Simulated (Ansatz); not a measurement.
# Single-point calculation, with input and output: PtSe2

The run: single-point calculation of PtSe2 (P-3m1, 3 atoms in the cell). Method and program: DFT, PBE, plane waves, PAW, no spin polarisation (Ansatz 0.2.0).

The structure was built on a prototype by a generator. The geometry comes from this level: r2scan-rvv10 (a point of a series of strains). It belongs to a series of runs on one base structure; here: uniaxial_z strain -2.0%. Figures and captions count atoms from 1; the log counts them from 0 in places.

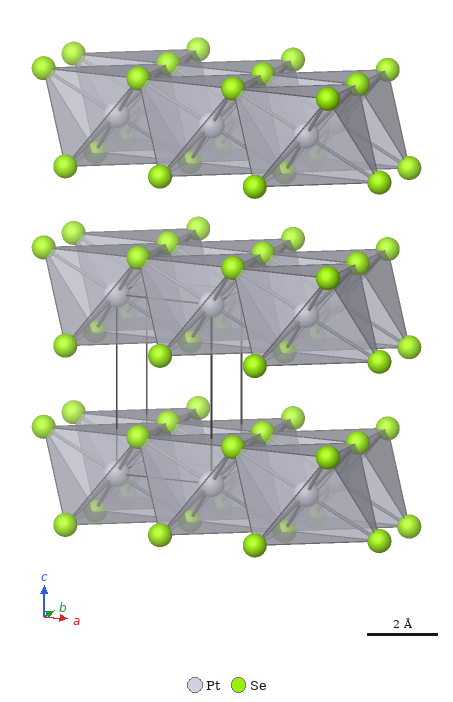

The structure (polyhedral view of the cell of the calculation, repeated 2 × 1 × 2, seen slightly off an axis; polyhedra are completed across the faces of the cell). An atom can appear more than once, as a periodic image.

Input file
```yaml
crystal:
  lattice:
    - [3.7286503688, 0.0, 0.0]
    - [-1.8643251844, 3.2291059412, 0.0]
    - [0.0, 0.0, 5.1716134445]
  atoms:
    - { symbol: Pt, position: [0.0, 0.0, 0.0] }
    - { symbol: Se, position: [0.3333333333, 0.6666666667, 0.2506482214] }
    - { symbol: Se, position: [0.6666666667, 0.3333333333, 0.7493517786] }
kpoints:
  mp_grid: { grid: [12, 12, 6] }
  band_path:
    path:
      - [0.0, 0.0, 0.0]
      - [0.5, 0.0, 0.0]
      - [0.3333333333, 0.3333333333, 0.0]
      - [0.0, 0.0, 0.5]
      - [0.5, 0.0, 0.5]
      - [0.3333333333, 0.3333333333, 0.5]
      - [0.0, 0.25, 0.3333333333]
      - [0.0, 0.28776, 0.290365]
    npoints: 1
hamiltonian:
  xc: pbe
scf:
  occupations: { method: fermi_dirac, width: 0.02 }
  n_extra_bands: 4
output:
  forces: true
  stress: true
  eigenvalues: true
  write_density: true
  write_potential: true
  elf: true
  volumetric_format: npy
```

Command:
```bash
ansatz run input.yaml --threads 2 --pin off --max-ram 29491MiB --backend cpu --events-out ev --progress --plain --runs-dir out
```

The program's output
```
scf.n_extra_bands = 4 over 25 filled bands (N_el = 50.0): the run solves 29 bands
Engine: ansatz 0.2.0, x86_64-unknown-linux-gnu
Pseudopotentials: kind: paw
Pseudopotential: Pt, paw, valence charge 18, recommended cutoff 420 eV (normal), Pt.paw.azcp
Pseudopotential: Se, paw, valence charge 16, recommended cutoff 420 eV (normal), Se.paw.azcp
Functional definition: PBE
  parameter kappa = 0.804
  parameter beta = 0.06672455060314922
  exchange = pbe_x(kappa = kappa, mu = beta*pi^2/3)
  correlation = pbe_c(beta = beta)
Crystal: 3 atoms, lattice volume = 62.267 Å³
Basis set: ecut = 420 eV, 1241 PW (Γ), exchange–correlation on 50×50×72 points (8 copies of the dense FFT grid, shifted against one another)
Bands: 29, of which v1, the nominal top of the filled ones, is band 25 counted from 1 (24 counted from 0)
Symmetry: 12 space group operations
Space group: P-3m1 (ITA 164), of the structure as read, at distance tolerance 4.0e-5 Å
k-points: 100 of 864
Non-local potential: Pt, projectors of the file, l = 0: 3, l = 1: 2, l = 2: 2, l = 3: 1
Non-local potential: Se, projectors of the file, l = 0: 2, l = 1: 2, l = 2: 3, l = 3: 1
PAW form: soft (Blöchl's): semilocal exchange-correlation on the pseudo side does not see the compensation charge
PAW one-centre angular grid: Pt, 590 points (default); XC on 64 Gauss nodes
PAW one-centre angular grid: Se, 590 points (default); XC on 64 Gauss nodes
Initial density: superposition of atomic densities (neutral atoms: chi_scale 0, normalization atom), corrected by the library's trained network
Initial wavefunctions: pseudopotential atomic-orbital guess
Functional: x = pbe(κ = 0.804, μ = 0.2195149727645171), c = pbe(β = 0.06672455060314922)
SCF iter   1: F=—  HF=-23462.298036 eV  |F-HF|=—  |Δ(HF+E_count)|=         —  Δρ=3.16e-3  dr2=5.21e-3  ethr=1.77e-3  ⟨swp⟩=6.0  Hψ=11029  notcnv=0
preconditioner: auto → LDOS  [insulator: Δε(μ)=0.058 eV  Ē_g=9.185 eV  σ=0.020 eV  W_gap=0.62  n_scr=22 (ndim 8)  ℏωp=22.1 eV  f_vac=0.038  D(μ)=0.68/eV (n_scr^D=2)  ε∞_Penn≈6.8  β→1.0]
SCF iter   2: F=—  HF=-23462.300076 eV  |F-HF|=—  |Δ(HF+E_count)|=   2.04e-3  Δρ=1.67e-3  dr2=2.63e-3  ethr=1.04e-5  ⟨swp⟩=2.0  Hψ=5197  notcnv=0
SCF iter   3: F=—  HF=-23462.299593 eV  |F-HF|=—  |Δ(HF+E_count)|=   4.83e-4  Δρ=2.87e-4  dr2=4.69e-5  ethr=5.25e-6  ⟨swp⟩=2.0  Hψ=4114  notcnv=0
SCF iter   4: F=—  HF=-23462.299560 eV  |F-HF|=—  |Δ(HF+E_count)|=   3.35e-5  Δρ=3.99e-5  dr2=7.05e-7  ethr=9.38e-8  ⟨swp⟩=2.0  Hψ=5300  notcnv=0
SCF iter   5: F=—  HF=-23462.299560 eV  |F-HF|=—  |Δ(HF+E_count)|=   5.64e-7  Δρ=9.95e-6  dr2=1.44e-7  ethr=1.41e-9  ⟨swp⟩=2.0  Hψ=5304  notcnv=0
SCF iter   6: F=-23462.299560 eV  HF=-23462.299560 eV  |F-HF|=3.55e-9  |Δ(HF+E_count)|=   1.87e-8  Δρ=3.82e-6  dr2=6.34e-9  ethr=2.00e-10  ⟨swp⟩=8.6  Hψ=18566  notcnv=0
SCF 1 converged in 6 iterations: F = -23462.299560 eV  dr2 = 6.34e-9
  greatest PAW one-centre occupation: 1.000 electrons in one spin orbital (limit 2), on the Pt atom at site 0 (counted from 0), in its partial waves of l = 0
NSCF: frozen V_eff on 8 k-points
SCF converged after 6 iterations
Free energy (F): -23462.299560 eV
Harris-Foulkes:  -23462.299560 eV  (|F-HF|=3.55e-9)
Internal energy: -23462.298486 eV  (E = F + TS)
E sigma→0 (E₀):  -23462.299023 eV
Entropy (-TS):   -0.001074 eV (-0.358 meV/atom)
Fermi energy:    12.892497 eV
--- Per-component energies (eV) ---
  E_band       = -977.663118
  E_kinetic    = 874.800718
  E_local      = -6885.546138  (includes V_loc(G=0)·N_el)
  E_nonlocal   = -990.477313
  E_hartree    = 3188.426797
  E_xc         = -470.707351
  E_vxc        = -499.944940  (∫ρ·V_xc dr)
  E_paw        = -13277.914131  (= ΣΔE_a)
  E_vpaw       = 146.651966  (= ΣTr[D̂ρ^β])
  E_aug_tail   = -0.000952  (compensation charges beyond the density's cutoff)
  E_ewald      = -5900.880115
  E_smearing   = -0.001074  (= −TS)
  E_closure    = 0.000000  (closes the sum)
  Σ components = -23462.299560   (vs F -23462.299560, Δ=0.00e0)
--- Forces (eV/Å), atoms counted from 1 ---
  atom   1  Pt    -0.00000000     0.00000000     0.00000000
  atom   2  Se    -0.00000000     0.00000000     0.18690525
  atom   3  Se     0.00000000    -0.00000000    -0.18690525
  max |Σ_I F_I| component: 3.47e-18 eV/Å
--- Stress (GPa, compression-positive) ---
        5.050130      -0.000000      -0.000000
       -0.000000       5.050130       0.000000
        0.000000       0.000000       3.123951
  P = ⅓ Tr σ = 4.4081 GPa (44.081 kbar)
--- Band table (eV; the first three rows and the last of 100) ---
  k-point 0: bands = ["-86.6261", "-40.8632", "-40.8632", "-40.7963", "-35.6542", "-35.6542", "-35.6522", "-35.6522", "-35.6389", "-35.6389", "-35.6348", "-35.6348", "-35.6301", "-35.6298", "-2.6583", "-0.0519", "5.7880", "6.5782", "6.5782", "8.9274", "8.9274", "10.2460", "11.8333", "11.8333", "13.1763", "14.2945", "14.2945", "16.5865", "16.9297"]
  k-point 1: bands = ["-86.6261", "-40.8632", "-40.8632", "-40.7963", "-35.6541", "-35.6541", "-35.6522", "-35.6522", "-35.6387", "-35.6387", "-35.6350", "-35.6350", "-35.6301", "-35.6297", "-2.5617", "-0.2777", "6.1338", "6.5899", "6.5899", "8.9207", "8.9207", "10.2261", "11.7199", "11.7199", "12.5563", "14.4871", "14.4871", "16.7845", "17.5503"]
  k-point 2: bands = ["-86.6261", "-40.8632", "-40.8632", "-40.7963", "-35.6540", "-35.6540", "-35.6522", "-35.6522", "-35.6382", "-35.6382", "-35.6355", "-35.6355", "-35.6301", "-35.6297", "-2.3085", "-0.7605", "6.6134", "6.6134", "6.9196", "8.9083", "8.9083", "10.1132", "11.5203", "11.5203", "11.5210", "14.8678", "14.8678", "17.2983", "18.5772"]
  k-point 99: bands = ["-86.6259", "-40.8703", "-40.8703", "-40.7956", "-35.6535", "-35.6532", "-35.6532", "-35.6522", "-35.6378", "-35.6367", "-35.6367", "-35.6366", "-35.6294", "-35.6294", "-0.7088", "-0.7088", "6.5658", "6.5658", "6.6794", "8.3934", "8.3934", "8.7588", "9.2652", "10.3995", "10.3995", "14.7395", "14.7395", "19.2452", "19.9734"]
```

File bands.tsv
```
# k_distance	band_0	band_1	band_2	band_3	band_4	band_5	band_6	band_7	band_8	band_9	band_10	band_11	band_12	band_13	band_14	band_15	band_16	band_17	band_18	band_19	band_20	band_21	band_22	band_23	band_24	band_25	band_26	band_27	band_28
# fermi_ev = 12.892497
# lock_threshold_ev = 1e-6
# [0, 0, 0] at k_distance = 0.000000
# [0.5, 0, 0] at k_distance = 0.972899
# [0.3333333333, 0.3333333333, 0] at k_distance = 1.534602
# [0, 0, 0.5] at k_distance = 2.811732
# [0.5, 0, 0.5] at k_distance = 3.784630
# [0.3333333333, 0.3333333333, 0.5] at k_distance = 4.346333
# [0, 0.25, 0.3333333333] at k_distance = 5.116493
# [0, 0.28776, 0.290365] at k_distance = 5.206624
# levels_relative_to = fermi_ev
# free_energy_ev = -23462.299560
# largest_residual_norms_ev = 1.651e-3 1.315e-3 1.350e-3 1.213e-3 4.840e-4 5.093e-4 4.734e-4 6.789e-4 6.219e-4 7.218e-4 5.659e-4 4.971e-4 7.546e-4 5.255e-4 5.423e-4 4.902e-4 7.932e-4 9.441e-4 1.118e-3 1.068e-3 8.910e-4 7.324e-4 1.143e-3 1.265e-3 1.421e-3 1.458e-3 1.694e-3 1.318e-3 1.478e-3
0.000000	-99.518629	-53.755715	-53.755715	-53.688812	-48.546676	-48.546676	-48.544668	-48.544668	-48.531384	-48.531384	-48.527248	-48.527248	-48.522583	-48.522255	-15.550827	-12.944412	-7.104482	-6.314265	-6.314265	-3.965118	-3.965118	-2.646466	-1.059179	-1.059179	0.283797	1.402041	1.402041	3.694038	4.037184
0.972899	-99.518425	-53.765501	-53.758474	-53.688120	-48.546787	-48.545612	-48.544965	-48.544944	-48.530941	-48.529841	-48.528233	-48.528220	-48.522197	-48.522119	-13.772625	-13.713658	-7.234456	-5.724419	-5.267299	-4.251924	-3.698797	-3.436266	-3.410988	-3.371044	-2.985074	0.614075	2.189431	4.693391	5.721026
1.534602	-99.518402	-53.762772	-53.762772	-53.688032	-48.546445	-48.545745	-48.545745	-48.544281	-48.531949	-48.528983	-48.528983	-48.527344	-48.522133	-48.522133	-13.622735	-13.622735	-6.782835	-6.038402	-6.038402	-4.708360	-4.708360	-3.703972	-2.763864	-1.821821	-1.821821	-0.040234	-0.040234	3.916435	7.668658
2.811732	-99.518624	-53.755720	-53.755720	-53.688812	-48.546488	-48.546488	-48.544772	-48.544772	-48.530299	-48.530299	-48.528420	-48.528420	-48.522652	-48.522176	-15.007391	-13.950262	-6.267094	-6.267094	-5.465786	-3.990004	-3.990004	-2.969156	-1.815580	-1.462348	-1.462348	2.170674	2.170674	4.758408	6.168515
3.784630	-99.518428	-53.765524	-53.758467	-53.688155	-48.546518	-48.546023	-48.545180	-48.544681	-48.530322	-48.529681	-48.529140	-48.528245	-48.522047	-48.522027	-13.907123	-13.479378	-7.527688	-5.908866	-5.750192	-4.922470	-3.535584	-3.446275	-3.177509	-2.761324	-1.481538	0.935387	1.459989	4.332253	4.742822
4.346333	-99.518404	-53.762777	-53.762777	-53.688066	-48.545988	-48.545724	-48.545724	-48.544693	-48.530250	-48.529190	-48.529190	-48.529099	-48.521944	-48.521944	-13.601323	-13.601323	-6.326701	-6.326701	-6.213132	-4.499131	-4.499131	-4.133709	-3.627292	-2.492985	-2.492985	1.846980	1.846980	6.352693	7.080926
5.116493	-99.518523	-53.760603	-53.757079	-53.688471	-48.546321	-48.545855	-48.545652	-48.544725	-48.530531	-48.529758	-48.529247	-48.527717	-48.522352	-48.522151	-14.633708	-13.564041	-6.740553	-6.022727	-5.745210	-4.872121	-4.181335	-3.412558	-1.569437	-1.326934	-0.567108	0.037775	0.864073	3.976186	5.815453
5.206624	-99.518501	-53.761760	-53.757405	-53.688394	-48.546260	-48.546016	-48.545548	-48.544714	-48.530526	-48.530045	-48.529018	-48.527639	-48.522293	-48.522152	-14.548488	-13.456401	-6.811276	-5.973796	-5.943911	-4.861721	-4.138999	-3.479032	-1.774341	-1.585793	-0.456857	-0.213579	0.944529	3.888207	5.571806
```

File v_z.tsv
```
# z_ang	v_es[eV]	v_tot[eV]
# format = ansatz-planar-average/11
# xc	pbe
# density_cutoff_ev	1680
# datasets	Pt=:simpson_from_first_knot:soft	Se=:simpson_from_first_knot:soft
# lattice	3.728650369	0.000000000	0.000000000
# lattice	-1.864325184	3.229105941	0.000000000
# lattice	0.000000000	0.000000000	5.171613445
# sites	3
# site	78	0.000000000	0.000000000	0.000000000
# site	34	0.000000000	2.152737294	1.296255712
# site	34	1.864325184	1.076368647	3.875357733
0.000000	-6.360408e-1	-1.425071e1
0.143656	-3.129739e-1	-1.385559e1
0.287312	5.496988e-1	-1.278320e1
0.430968	1.643442e0	-1.137655e1
0.574624	2.989330e0	-9.655186e0
0.718280	4.720221e0	-7.569616e0
0.861936	6.444952e0	-5.595755e0
1.005592	7.640847e0	-4.230805e0
1.149247	8.334688e0	-3.361110e0
1.292903	8.810094e0	-2.610931e0
1.436559	9.192879e0	-1.795962e0
1.580215	9.586599e0	-8.161410e-1
1.723871	1.008927e1	3.617835e-1
1.867527	1.085910e1	1.808766e0
2.011183	1.206170e1	3.644166e0
2.154839	1.356144e1	5.729170e0
2.298495	1.478256e1	7.437175e0
2.442151	1.540034e1	8.358242e0
2.585807	1.557819e1	8.634075e0
2.729463	1.540034e1	8.358242e0
2.873119	1.478256e1	7.437175e0
3.016775	1.356144e1	5.729170e0
3.160430	1.206170e1	3.644166e0
3.304086	1.085910e1	1.808766e0
3.447742	1.008927e1	3.617835e-1
3.591398	9.586599e0	-8.161410e-1
3.735054	9.192879e0	-1.795962e0
3.878710	8.810094e0	-2.610931e0
4.022366	8.334688e0	-3.361110e0
4.166022	7.640847e0	-4.230805e0
4.309678	6.444952e0	-5.595755e0
4.453334	4.720221e0	-7.569616e0
4.596990	2.989330e0	-9.655186e0
4.740646	1.643442e0	-1.137655e1
4.884302	5.496988e-1	-1.278320e1
5.027958	-3.129739e-1	-1.385559e1
```

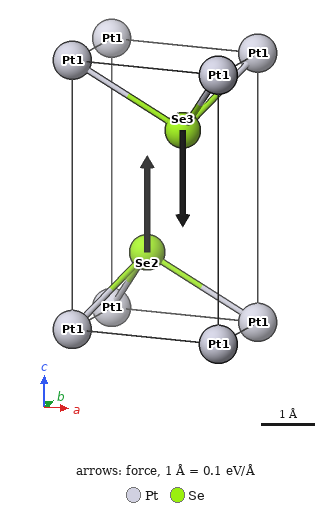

Forces on the atoms as black arrows (ball-and-stick view of the cell of the calculation, seen slightly off an axis; atoms are numbered from 1 in the order of the input). The largest act on Se2, Se3 (0.19 eV/Å). The geometry is not a stationary point of this energy.

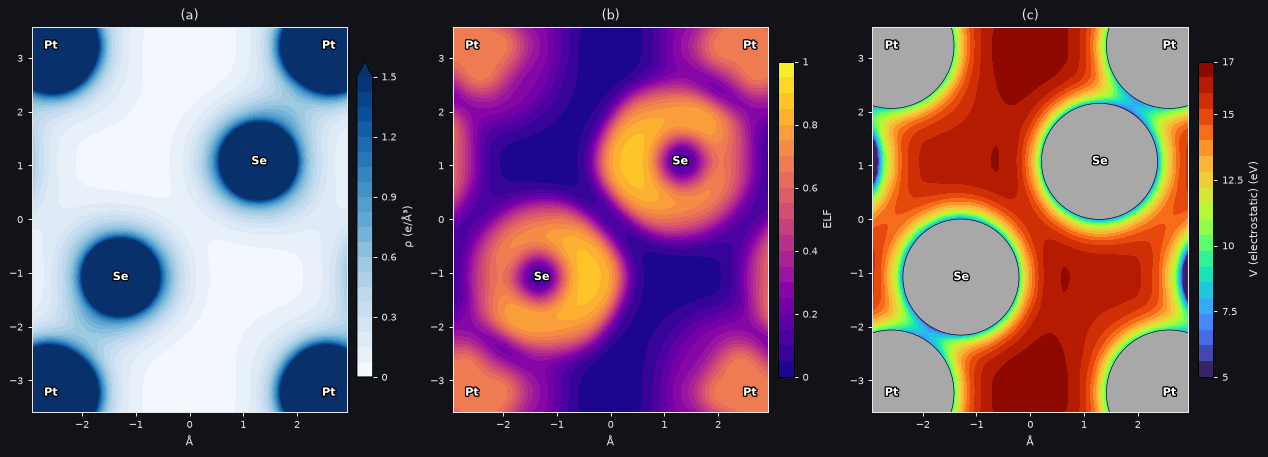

(a) valence pseudo-density; (b) electron localisation function; (c) electrostatic potential (local pseudopotential plus Hartree) felt by an electron on the (110) plane of the conventional cell. Grey discs, where drawn, cover atomic cores. Atoms in the plane: Pt and Se. Pt–Se (2.51 Å): ρ at the midpoint is about 0.58 e/Å³; the ELF is about 0.50 at the midpoint. Away from the nuclei the density in this plane falls to 0.02 e/Å³ at its lowest. The strong features right at Pt lie inside the PAW spheres (semicore, d or f shells) and say nothing about bonding. Outside the cores the potential energy rises away from the atoms and is highest about 2.5 Å from the nearest atoms; outside the discs it spans about 11 eV, and its zero is arbitrary. In a PAW calculation such maps are meaningful between the atoms, not at the nuclei.

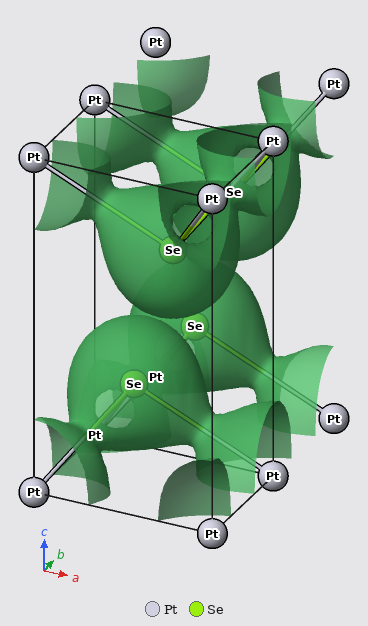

Isosurface of the valence charge density (pseudo) at 0.5 e/Å³ (green), seen slightly off an axis. Sticks mark near contacts. The outline is the cell set on symmetry axes. At this value the density is joined into sheets; it holds about 85 % of the electrons treated as valence (semicore included). On the grid the lowest density along these lines, outside the cores, is 0.58 e/Å³ (Pt–Se, 2.51 Å).

Summary

- outcome: converged
- space group (tolerance 0.01 Å): P-3m1 (164)
- electrons treated: 50
- free energy: −23462.2996 eV
- Fermi energy: 12.892 eV
- band gap: none (metallic)
- pressure: 4.41 GPa
- largest force (length of the vector): 0.187 eV/Å
- hardware: 2 threads of AMD EPYC (Zen 3), 1656 GiB of memory available, shared host
- wall time: 3.6 s (CPU time 6.9 s)
- peak memory: 0.58 GiB

Spin–orbit coupling is left out, which matters for Pt.
